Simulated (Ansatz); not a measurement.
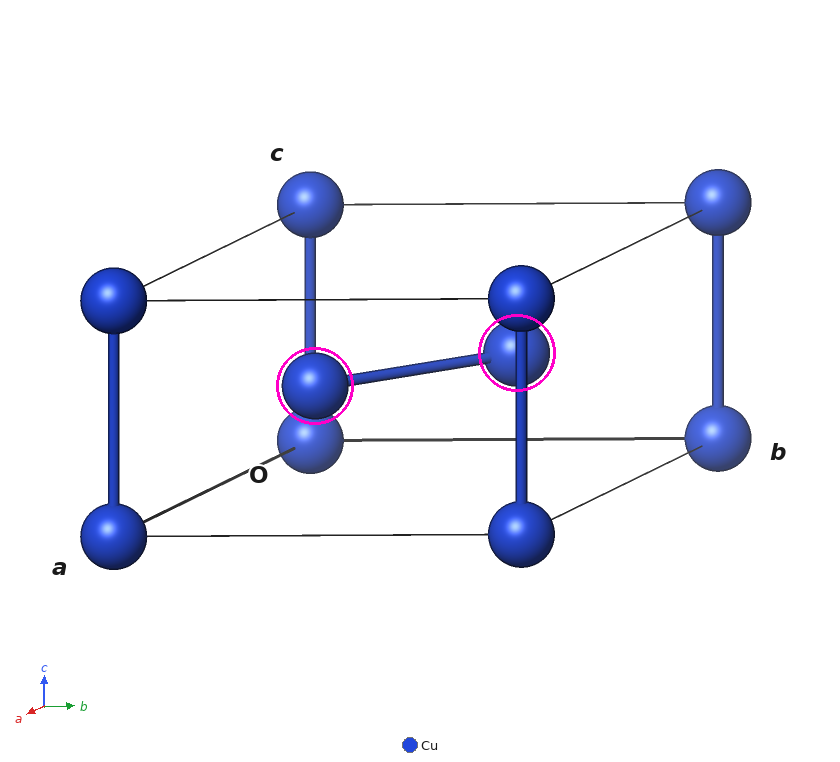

One unit cell; the ringed atoms, with their copies on corners, edges and faces, form one crystallographic orbit. Crystal: Cu, the input geometry of an electronic-structure calculation (not necessarily at equilibrium); the starting structure was generated, so it need not be a known form of this composition. The drawing is computed from the coordinates (standard cell, symmetry found to 0.002 Å).

a = 4.065 Å, b = 4.065 Å, c = 2.440 Å, α = 90.00°, β = 90.00°, γ = 120.00°; space group P6/mmm, No. 191.

### Which Wyckoff position do the ringed atoms fill?

Cu on 2d, site symmetry -6m2: 24 operations a cell over 12 that keep the site give 2 atoms, with 0 free parameters.

### List their coordinates.

(1/3, 2/3, 1/2); (2/3, 1/3, 1/2).
